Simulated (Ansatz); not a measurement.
# Geometry relaxation of TaN (part 2 of 3)

The same run, continued: TaN (slab, 12 atoms in the cell); DFT PBEsol, scalar-relativistic, plane waves, PAW, no spin polarisation (Ansatz 0.2.0); cutoff 420 eV, 10×6×1 k-mesh, Gaussian smearing of 0.1 eV. The structure derives from an entry of the Crystallography Open Database. The input holds or restrains some coordinates. Forces given for the steps count only the free coordinates. It belongs to a series of runs on one base structure; here: clean slab, lower half held.

Geometry of the input (Å; fractional positions):
```
2.8960  0.0000  0.0000
0.0000  5.1789  0.0000
0.0000  0.0000  25.0137
N  0.0000  0.3033  0.3398
Ta 0.5000  0.0000  0.3506
Ta 0.0000  0.5000  0.4103
N  0.0000  0.8934  0.4103
Ta 0.5000  0.0000  0.4701
N  0.0000  0.3033  0.4809
N  0.0000  0.8033  0.5191
Ta 0.5000  0.5000  0.5299
Ta 0.0000  0.0000  0.5897
N  0.0000  0.3934  0.5897
Ta 0.5000  0.5000  0.6494
N  0.0000  0.8033  0.6602
```

**Log, continued**
```
SCF iter   1: F=—  HF=-61118.716810 eV  |F-HF|=—  |Δ(HF+E_count)|=         —  Δρ=3.67e-3  dr2=1.62e-1  ethr=5.69e-4  p=0.008 e·Å  D=4.05e-3 V/Å  ΔV_dip=-0.10 eV  dr2_dipole=4.82e-2  V_vac-E_F(+/−)=4.56/4.66 eV  ⟨swp⟩=3.4  Hψ=2968  notcnv=0  defer=110
efield: sawtooth ramp at fractional position 0.9800 (handed on by an earlier solve), width 0.0400; the density the first Hamiltonian is built on has a dipole p = 0.008 e·Å; the dipole correction subtracts the counter field D = 4.05e-3 V/Å, which shifts the + side's vacuum level by -0.10 eV against the − side's; the planar-averaged density in the ramp window peaks in size at 4.2e-6 e/Å³
preconditioner: auto → LDOS  [metal: Δε(μ)=0.058 eV  Ē_g=8.537 eV  σ=0.100 eV  W_gap=0.31  n_scr=52 (ndim 8)  ℏωp=14.8 eV  f_vac=0.563  D(μ)=6.41/eV (n_scr^D=34)  β→1.0]
SCF iter   2: F=—  HF=-61118.704666 eV  |F-HF|=—  |Δ(HF+E_count)|=   1.21e-2  Δρ=2.08e-3  dr2=4.19e-2  ethr=1.50e-4  p=0.001 e·Å  D=4.00e-4 V/Å  ΔV_dip=-0.01 eV  dr2_dipole=9.00e-3  V_vac-E_F(+/−)=4.65/4.66 eV  ⟨swp⟩=2.5  Hψ=2570  notcnv=0  defer=108
SCF iter   3: F=—  HF=-61118.698096 eV  |F-HF|=—  |Δ(HF+E_count)|=   6.57e-3  Δρ=5.81e-4  dr2=2.63e-3  ethr=3.88e-5  p=0.006 e·Å  D=2.95e-3 V/Å  ΔV_dip=-0.07 eV  dr2_dipole=1.07e-6  V_vac-E_F(+/−)=4.59/4.66 eV  ⟨swp⟩=3.0  Hψ=2838  notcnv=0  defer=108
SCF iter   4: F=—  HF=-61118.697662 eV  |F-HF|=—  |Δ(HF+E_count)|=   4.35e-4  Δρ=1.50e-4  dr2=1.03e-4  ethr=2.44e-6  p=0.006 e·Å  D=2.79e-3 V/Å  ΔV_dip=-0.07 eV  dr2_dipole=1.42e-5  V_vac-E_F(+/−)=4.59/4.66 eV  ⟨swp⟩=2.7  Hψ=2809  notcnv=0  defer=108
SCF iter   5: F=—  HF=-61118.697694 eV  |F-HF|=—  |Δ(HF+E_count)|=   3.23e-5  Δρ=7.25e-5  dr2=3.73e-5  ethr=9.52e-8  p=0.006 e·Å  D=3.11e-3 V/Å  ΔV_dip=-0.08 eV  dr2_dipole=1.18e-5  V_vac-E_F(+/−)=4.59/4.66 eV  ⟨swp⟩=2.8  Hψ=2696  notcnv=0  defer=108
SCF iter   6: F=-61118.697696 eV  HF=-61118.697700 eV  |F-HF|=3.70e-6  |Δ(HF+E_count)|=   6.15e-6  Δρ=2.61e-5  dr2=4.91e-6  ethr=1.17e-8  p=0.007 e·Å  D=3.29e-3 V/Å  ΔV_dip=-0.08 eV  dr2_dipole=2.06e-6  V_vac-E_F(+/−)=4.58/4.66 eV  ⟨swp⟩=15.4  Hψ=9375  notcnv=0
SCF 4 converged in 6 iterations: F = -61118.697696 eV  dr2 = 4.91e-6
relax step   4: F+E_penalty+E_count = -61118.69769645 eV  Δ(F+E_penalty+E_count) = -2.048e-2 eV  max|allowed force component| = 2.893e-1 eV/Å  Δτ_max = 0.0709 Å  (6 SCF iters, dr2 threshold 1.27e-5 eV, accepted)
SCF iter   1: F=—  HF=-61118.732901 eV  |F-HF|=—  |Δ(HF+E_count)|=         —  Δρ=4.44e-3  dr2=1.21e-1  ethr=2.93e-3  p=0.007 e·Å  D=3.29e-3 V/Å  ΔV_dip=-0.08 eV  dr2_dipole=1.51e-2  V_vac-E_F(+/−)=4.58/4.67 eV  ⟨swp⟩=3.5  Hψ=3056  notcnv=0  defer=101
efield: sawtooth ramp at fractional position 0.9800 (handed on by an earlier solve), width 0.0400; the density the first Hamiltonian is built on has a dipole p = 0.007 e·Å; the dipole correction subtracts the counter field D = 3.29e-3 V/Å, which shifts the + side's vacuum level by -0.08 eV against the − side's; the planar-averaged density in the ramp window peaks in size at 3.6e-6 e/Å³
preconditioner: auto → LDOS  [metal: Δε(μ)=0.062 eV  Ē_g=8.533 eV  σ=0.100 eV  W_gap=0.32  n_scr=52 (ndim 8)  ℏωp=14.8 eV  f_vac=0.563  D(μ)=6.29/eV (n_scr^D=30)  β→1.0]
SCF iter   2: F=—  HF=-61118.714881 eV  |F-HF|=—  |Δ(HF+E_count)|=   1.80e-2  Δρ=2.35e-3  dr2=4.33e-2  ethr=1.12e-4  p=-0.005 e·Å  D=-2.38e-3 V/Å  ΔV_dip=0.06 eV  dr2_dipole=8.04e-3  V_vac-E_F(+/−)=4.73/4.67 eV  ⟨swp⟩=2.9  Hψ=3116  notcnv=0  defer=105
SCF iter   3: F=—  HF=-61118.706721 eV  |F-HF|=—  |Δ(HF+E_count)|=   8.16e-3  Δρ=5.55e-4  dr2=2.40e-3  ethr=4.01e-5  p=0.002 e·Å  D=9.09e-4 V/Å  ΔV_dip=-0.02 eV  dr2_dipole=8.62e-5  V_vac-E_F(+/−)=4.65/4.68 eV  ⟨swp⟩=2.4  Hψ=2497  notcnv=0  defer=105
SCF iter   4: F=—  HF=-61118.706339 eV  |F-HF|=—  |Δ(HF+E_count)|=   3.82e-4  Δρ=1.80e-4  dr2=2.50e-4  ethr=2.22e-6  p=0.002 e·Å  D=7.38e-4 V/Å  ΔV_dip=-0.02 eV  dr2_dipole=5.58e-5  V_vac-E_F(+/−)=4.66/4.68 eV  ⟨swp⟩=3.0  Hψ=3056  notcnv=0  defer=105
SCF iter   5: F=—  HF=-61118.706357 eV  |F-HF|=—  |Δ(HF+E_count)|=   1.83e-5  Δρ=8.35e-5  dr2=5.49e-5  ethr=2.31e-7  p=0.002 e·Å  D=1.02e-3 V/Å  ΔV_dip=-0.03 eV  dr2_dipole=1.84e-5  V_vac-E_F(+/−)=4.65/4.68 eV  ⟨swp⟩=2.2  Hψ=2341  notcnv=0  defer=103
SCF iter   6: F=-61118.706358 eV  HF=-61118.706363 eV  |F-HF|=5.37e-6  |Δ(HF+E_count)|=   6.06e-6  Δρ=3.02e-5  dr2=7.12e-6  ethr=1.03e-8  p=0.002 e·Å  D=1.18e-3 V/Å  ΔV_dip=-0.03 eV  dr2_dipole=2.96e-6  V_vac-E_F(+/−)=4.65/4.68 eV  ⟨swp⟩=16.6  Hψ=9613  notcnv=0
SCF 5 converged in 6 iterations: F = -61118.706358 eV  dr2 = 7.12e-6
relax step   5: F+E_penalty+E_count = -61118.70635788 eV  Δ(F+E_penalty+E_count) = -8.661e-3 eV  max|allowed force component| = 1.634e-1 eV/Å  Δτ_max = 0.0830 Å  (6 SCF iters, dr2 threshold 1.11e-5 eV, accepted)
SCF iter   1: F=—  HF=-61118.709053 eV  |F-HF|=—  |Δ(HF+E_count)|=         —  Δρ=9.93e-4  dr2=5.33e-3  ethr=6.18e-5  p=0.002 e·Å  D=1.18e-3 V/Å  ΔV_dip=-0.03 eV  dr2_dipole=1.40e-4  V_vac-E_F(+/−)=4.65/4.68 eV  ⟨swp⟩=2.0  Hψ=2869  notcnv=0  defer=81
efield: sawtooth ramp at fractional position 0.9800 (handed on by an earlier solve), width 0.0400; the density the first Hamiltonian is built on has a dipole p = 0.002 e·Å; the dipole correction subtracts the counter field D = 1.18e-3 V/Å, which shifts the + side's vacuum level by -0.03 eV against the − side's; the planar-averaged density in the ramp window peaks in size at 3.3e-6 e/Å³
preconditioner: auto → LDOS  [metal: Δε(μ)=0.017 eV  Ē_g=8.533 eV  σ=0.100 eV  W_gap=0.09  n_scr=52 (ndim 8)  ℏωp=14.8 eV  f_vac=0.563  D(μ)=6.23/eV (n_scr^D=30)  β→1.0]
SCF iter   2: F=—  HF=-61118.708525 eV  |F-HF|=—  |Δ(HF+E_count)|=   5.28e-4  Δρ=6.01e-4  dr2=3.08e-3  ethr=4.94e-6  p=0.003 e·Å  D=1.47e-3 V/Å  ΔV_dip=-0.04 eV  dr2_dipole=6.93e-5  V_vac-E_F(+/−)=4.64/4.68 eV  ⟨swp⟩=2.8  Hψ=2630  notcnv=0  defer=86
SCF iter   3: F=—  HF=-61118.708009 eV  |F-HF|=—  |Δ(HF+E_count)|=   5.16e-4  Δρ=1.42e-4  dr2=1.45e-4  ethr=2.85e-6  p=0.004 e·Å  D=1.75e-3 V/Å  ΔV_dip=-0.04 eV  dr2_dipole=6.84e-8  V_vac-E_F(+/−)=4.64/4.68 eV  ⟨swp⟩=2.0  Hψ=2170  notcnv=0  defer=86
SCF iter   4: F=-61118.707985 eV  HF=-61118.707989 eV  |F-HF|=4.03e-6  |Δ(HF+E_count)|=   2.03e-5  Δρ=4.04e-5  dr2=8.40e-6  ethr=7.88e-9  p=0.004 e·Å  D=1.80e-3 V/Å  ΔV_dip=-0.04 eV  dr2_dipole=4.94e-9  V_vac-E_F(+/−)=4.64/4.68 eV  ⟨swp⟩=13.4  Hψ=10185  notcnv=0
SCF 6 converged in 4 iterations: F = -61118.707985 eV  dr2 = 8.40e-6
relax step   6: F+E_penalty+E_count = -61118.70798516 eV  Δ(F+E_penalty+E_count) = -1.627e-3 eV  max|allowed force component| = 4.754e-2 eV/Å  Δτ_max = 0.0193 Å  (4 SCF iters, dr2 threshold 8.51e-6 eV, accepted)
SCF iter   1: F=—  HF=-61118.708105 eV  |F-HF|=—  |Δ(HF+E_count)|=         —  Δρ=2.35e-4  dr2=3.74e-4  ethr=2.27e-6  p=0.004 e·Å  D=1.80e-3 V/Å  ΔV_dip=-0.04 eV  dr2_dipole=8.58e-5  V_vac-E_F(+/−)=4.64/4.68 eV  ⟨swp⟩=2.0  Hψ=2715  notcnv=0
efield: sawtooth ramp at fractional position 0.9800 (handed on by an earlier solve), width 0.0400; the density the first Hamiltonian is built on has a dipole p = 0.004 e·Å; the dipole correction subtracts the counter field D = 1.80e-3 V/Å, which shifts the + side's vacuum level by -0.04 eV against the − side's; the planar-averaged density in the ramp window peaks in size at 3.4e-6 e/Å³
preconditioner: auto → LDOS  [metal: Δε(μ)=0.015 eV  Ē_g=8.535 eV  σ=0.100 eV  W_gap=0.09  n_scr=52 (ndim 8)  ℏωp=14.8 eV  f_vac=0.563  D(μ)=6.29/eV (n_scr^D=30)  β→1.0]
SCF iter   2: F=—  HF=-61118.708087 eV  |F-HF|=—  |Δ(HF+E_count)|=   1.79e-5  Δρ=1.29e-4  dr2=1.15e-4  ethr=3.46e-7  p=0.004 e·Å  D=1.79e-3 V/Å  ΔV_dip=-0.04 eV  dr2_dipole=7.95e-7  V_vac-E_F(+/−)=4.64/4.68 eV  ⟨swp⟩=2.3  Hψ=2525  notcnv=0
SCF iter   3: F=—  HF=-61118.708073 eV  |F-HF|=—  |Δ(HF+E_count)|=   1.45e-5  Δρ=5.37e-5  dr2=1.73e-5  ethr=1.06e-7  p=0.004 e·Å  D=1.75e-3 V/Å  ΔV_dip=-0.04 eV  dr2_dipole=6.30e-7  V_vac-E_F(+/−)=4.64/4.68 eV  ⟨swp⟩=2.1  Hψ=2204  notcnv=0
SCF iter   4: F=—  HF=-61118.708136 eV  |F-HF|=—  |Δ(HF+E_count)|=   6.28e-5  Δρ=9.69e-6  dr2=9.74e-7  ethr=1.60e-8  p=0.004 e·Å  D=1.74e-3 V/Å  ΔV_dip=-0.04 eV  dr2_dipole=1.63e-7  V_vac-E_F(+/−)=4.64/4.68 eV  ⟨swp⟩=2.9  Hψ=2294  notcnv=0
SCF iter   5: F=—  HF=-61118.708136 eV  |F-HF|=—  |Δ(HF+E_count)|=   8.10e-8  Δρ=5.46e-6  dr2=1.47e-7  ethr=9.02e-10  p=0.004 e·Å  D=1.73e-3 V/Å  ΔV_dip=-0.04 eV  dr2_dipole=1.57e-8  V_vac-E_F(+/−)=4.64/4.68 eV  ⟨swp⟩=2.2  Hψ=2097  notcnv=0
SCF iter   6: F=-61118.708136 eV  HF=-61118.708136 eV  |F-HF|=4.32e-8  |Δ(HF+E_count)|=   7.63e-8  Δρ=2.93e-6  dr2=3.25e-8  ethr=9.26e-11  p=0.004 e·Å  D=1.72e-3 V/Å  ΔV_dip=-0.04 eV  dr2_dipole=2.84e-9  V_vac-E_F(+/−)=4.64/4.68 eV  ⟨swp⟩=12.4  Hψ=7591  notcnv=0
SCF 7 converged in 6 iterations: F = -61118.708136 eV  dr2 = 3.25e-8
relax step   7: F+E_penalty+E_count = -61118.70813576 eV  Δ(F+E_penalty+E_count) = -1.506e-4 eV  max|allowed force component| = 8.384e-3 eV/Å  Δτ_max = 0.0040 Å  (6 SCF iters, accepted)
```

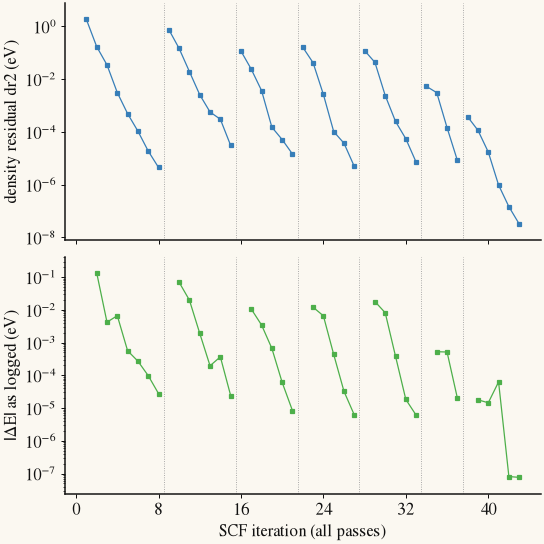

Figure 1. Convergence of the self-consistent field: density residual dr2 and size of the energy change against the SCF iteration. The dotted lines part the SCF passes of the relaxation: geometry steps, rejected trials and re-solves on a re-selected basis. The 7 passes take 4 to 8 iterations each, 43 in all.

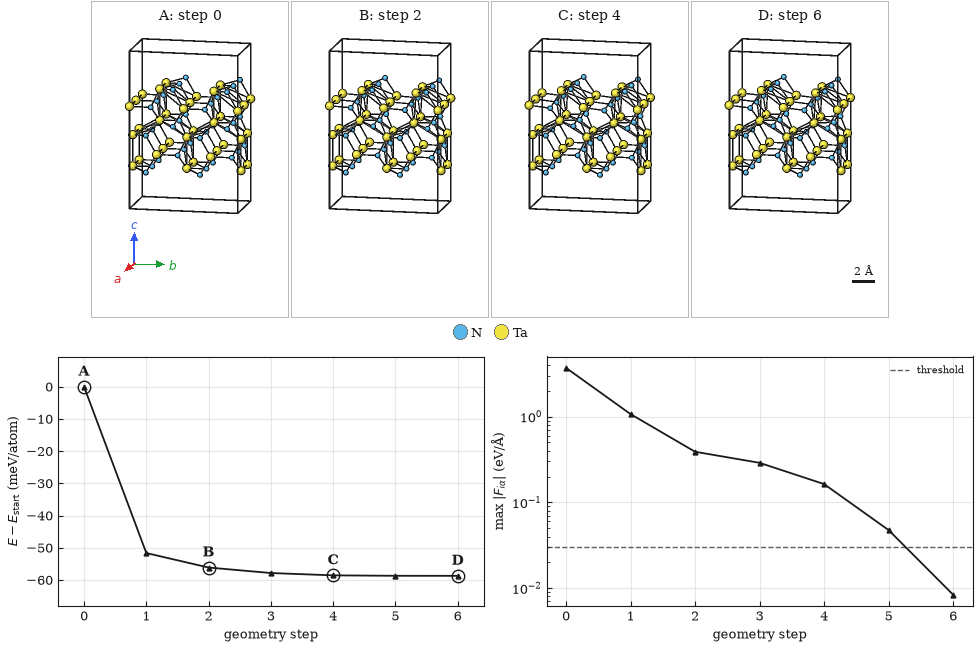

Figure 2. Frames of the restrained relaxation (ball-and-stick view of the 2 × 2 repeat of the cell, with the vacuum cut short, seen slightly off an axis) above the curves, on which the letters mark them (the first geometry is step 0 here and step 1 in the log).

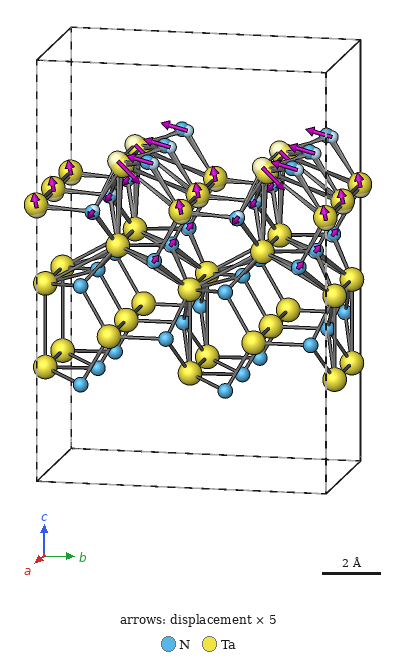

Figure 3. Start (faint) and end (solid) with the displacements as pink arrows, magnified 5 times (ball-and-stick view of the 2 × 2 repeat of the cell, with the vacuum cut short, seen slightly off an axis). The energy falls by 58.7 meV per atom in 6 geometry steps. The largest force component goes from 3.7 to 0.0084 eV/Å. The atom that moves furthest is Ta11 (0.23 Å). By element the largest moves are Ta 0.23 Å, N 0.20 Å. The cell doesn't change. Among the contacts that change: Ta9–Ta11 3.322 → 3.061 Å, Ta11–N12 2.153 → 1.949 Å, Ta8–Ta11 2.990 → 2.864 Å, Ta9–N12 2.037 → 2.076 Å. Among the angles that change: Ta11–N12–Ta11 84.5° → 96.0°, Ta8–N10–Ta11 150.3° → 143.1°, Ta9–N12–Ta11 104.9° → 99.0°. (Atoms are counted from 1 in the order of the input.)

```
SCF converged after 6 iterations
Free energy (F): -61118.708136 eV
Harris-Foulkes:  -61118.708136 eV  (|F-HF|=4.32e-8)
Internal energy: -61118.676679 eV  (E = F + TS)
E sigma→0 (E₀):  -61118.692407 eV
Entropy (-TS):   -0.031457 eV (-2.621 meV/atom)
Fermi energy:    3.896784 eV
Dipole field:    D = 0.001772 V/Å  (p = 0.003674 e·Å, saw-weighted, corrected)
Work function:   Φ+ = 4.6363 eV   Φ− = 4.6806 eV
Levels:          The Fermi level and band energies are counted from a zero that moves with the ramp; work functions are not
--- Per-component energies (eV) ---
  E_band       = -2046.486239
  E_kinetic    = 2979.621907
  E_local      = -124586.885368  (includes V_loc(G=0)·N_el)
  E_nonlocal   = 379.744246
  E_hartree    = 60833.028123
  E_xc         = -1657.462405
  E_vxc        = -1676.695414  (∫ρ·V_xc dr)
  E_paw        = -50371.461834  (= ΣΔE_a)
  E_vpaw       = -808.341260  (= ΣTr[D̂ρ^β])
  E_aug_tail   = 0.001526  (compensation charges beyond the density's cutoff)
  E_efield     = 0.000003  (sawtooth field / dipole correction)
  E_vefield    = 0.001335  (∫n·V_field dr)
  E_ewald      = 51303.286651
  E_core_change = 1.450472  (= ΣΔE_core)
  E_smearing   = -0.031457  (= −TS)
  E_closure    = -0.000000  (closes the sum)
  Σ components = -61118.708136   (vs F -61118.708136, Δ=0.00e0)
--- Forces (eV/Å), atoms counted from 1 ---
  atom   1  N      0.00000000    -2.28492015     1.30175371
  atom   2  Ta     0.00000000     3.63709008     1.02286651
  atom   3  Ta     0.00000000    -0.66609908    -1.87955457
  atom   4  N      0.00000000    -0.48043332    -0.30761260
  atom   5  Ta     0.00000000    -0.11742702     0.13309500
  atom   6  N      0.00000000    -0.09116789    -0.26281091
  atom   7  N      0.00000000    -0.00265317    -0.00239502
  atom   8  Ta     0.00000000     0.00616306    -0.00704602
  atom   9  Ta     0.00000000     0.00129669    -0.00441389
  atom  10  N      0.00000000     0.00221352    -0.00258496
  atom  11  Ta     0.00000000    -0.00767265     0.00838392
  atom  12  N      0.00000000     0.00361511     0.00025496
  max |Σ_I F_I| component: 6.39e-5 eV/Å
--- Band table (eV; the first three rows and the last of 24) ---
```
